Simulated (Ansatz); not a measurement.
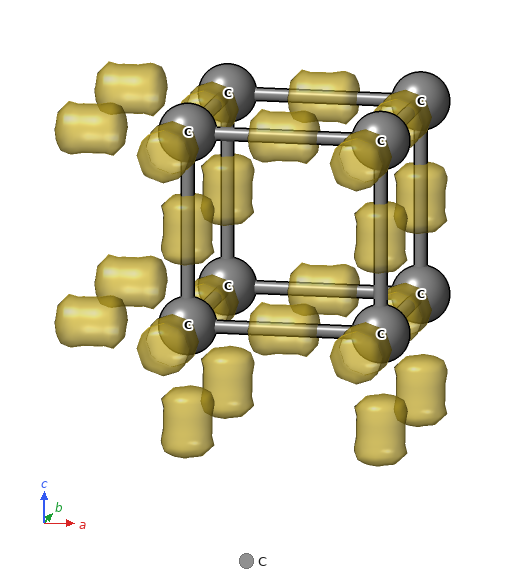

C. Isosurface of the ELF at 0.75 (yellow), seen slightly off an axis. Core shells and regions of very low density are left out. Sticks mark near contacts.

Space group Pm-3m; set up as C, simple cubic; a generated structure, not necessarily the stable one; changed on purpose from its base cell (volume × 0.92); computed pressure about 38 GPa in this cell.

Computed with DFT, PBEsol, plane waves (420 eV) with PAW, scalar-relativistic in Ansatz 0.2.0.

In a PAW calculation such maps are meaningful between the atoms, not at the nuclei.

### Where are the electrons localised?

At this value the surface marks out three regions between bonded C–C atoms, counted in one cell of 1 atoms. Any copies at cell faces, edges or corners count once.

Values along the shortest contacts:
C–C (1.71 Å): the ELF peaks at about 0.80 between the atoms.

### Does the calculation make it a metal, or give it a gap?

It is metallic or semimetallic at this level of theory: no gap opens.
